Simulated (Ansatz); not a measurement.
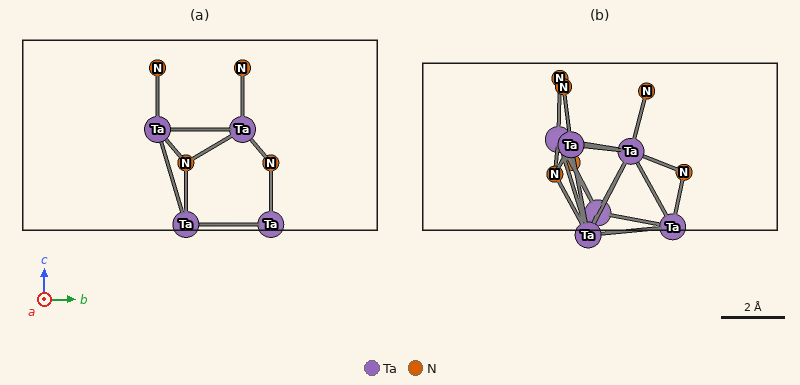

The structure of a wire of composition TaN before (left) and after (right) a relaxation, at one scale.

Style: ball-and-stick. Shown: the cell of the calculation, with the vacuum cut short, along the a axis.

Case: wire along [0 0 1], 12 atoms a period.

Level of theory: DFT PBE, scalar-relativistic, plane waves, PAW in Ansatz 0.2.0.

The input:
```yaml
crystal:
  lattice:
    - [13.7, 0.0, 0.0]
    - [0.0, 12.9, 0.0]
    - [0.0, 0.0, 6.1049970095]
  atoms:
    - { symbol: Ta, position: [0.3274511372, 0.4294672086, 0.0305473921], spin: 0.9 }
    - { symbol: Ta, position: [0.5575162876, 0.4294672086, 0.0305473921], spin: 0.9 }
    - { symbol: Ta, position: [0.4424837124, 0.6410655828, 0.0305473921], spin: 0.9 }
    - { symbol: Ta, position: [0.4424837124, 0.3589344172, 0.5305473921], spin: 0.9 }
    - { symbol: Ta, position: [0.6725488628, 0.3589344172, 0.5305473921], spin: 0.9 }
    - { symbol: Ta, position: [0.5575162876, 0.5705327914, 0.5305473921], spin: 0.9 }
    - { symbol: "N", position: [0.3274511372, 0.4294672086, 0.3544526079], spin: 0.3 }
    - { symbol: "N", position: [0.5575162876, 0.4294672086, 0.3544526079], spin: 0.3 }
    - { symbol: "N", position: [0.4424837124, 0.6410655828, 0.3544526079], spin: 0.3 }
    - { symbol: "N", position: [0.4424837124, 0.3589344172, 0.8544526079], spin: 0.3 }
    - { symbol: "N", position: [0.6725488628, 0.3589344172, 0.8544526079], spin: 0.3 }
    - { symbol: "N", position: [0.5575162876, 0.5705327914, 0.8544526079], spin: 0.3 }
basis:
  ecutwfc: 420
kpoints:
  mp_grid: { grid: [1, 1, 9] }
hamiltonian:
  xc: pbe
scf:
  occupations: { method: gaussian, width: 0.05 }
output:
  forces: true
  stress: true
  eigenvalues: true
  populations: true
  write_density: true
  write_potential: true
  elf: true
  volumetric_format: npy
magnetization:
  spin_polarized: true
relax:
  adjacent_minimum: "off"
  f_tol: 0.02
  max_steps: 45
  cell: { fix: [a, b, alpha, beta, gamma], stress_tol: 0.03 }
```

Run as
```bash
ansatz run input.yaml --threads 4 --pin off --max-ram 11264MiB --backend cpu --events-out ev --progress --plain --runs-dir out
```

### Describe what moved and what it gained.

N8 moves most relative to the centre of the atoms: 1.00 Å. By element the largest moves are N 1.00 Å, Ta 0.63 Å. Along the periodic axis the drawn cell goes c 6.105 → 5.370 Å (−12.0 %). Near-neighbour distances that change, for instance: Ta1–Ta6 4.750 → 3.354 Å, Ta1–Ta4 3.554 → 2.911 Å, Ta2–Ta5 3.554 → 2.961 Å, Ta3–Ta6 3.554 → 3.002 Å. Bond angles that change, for instance: Ta4–Ta6–N9 90.0° → 127.2°, Ta2–Ta1–N7 90.0° → 115.7°, Ta2–N10–Ta4 120.6° → 97.9°. Over 31 accepted moves (37 points after the start) the energy falls by 6.154 eV per cell of the calculation. The largest force component goes from 3.9 to 0.012 eV/Å. The line search rejected the trial steps at points 5, 16, 29, 31 of the run. The SCF was repeated twice at an unchanged geometry on a basis and grid sized afresh for the cell, which shifted the energy by 18.3 meV per cell of the calculation at most. The program noted that the starting moments weren't kept. The run may lie on a higher electronic state than the lowest, so the end point isn't shown to be the ground-state structure. The run took 28 min on 4 threads of Arm Neoverse V2, with other jobs on the host, peak memory 2.2 GiB.

Limits of the set-up: the k-point mesh is coarse for a cell with partly filled bands.
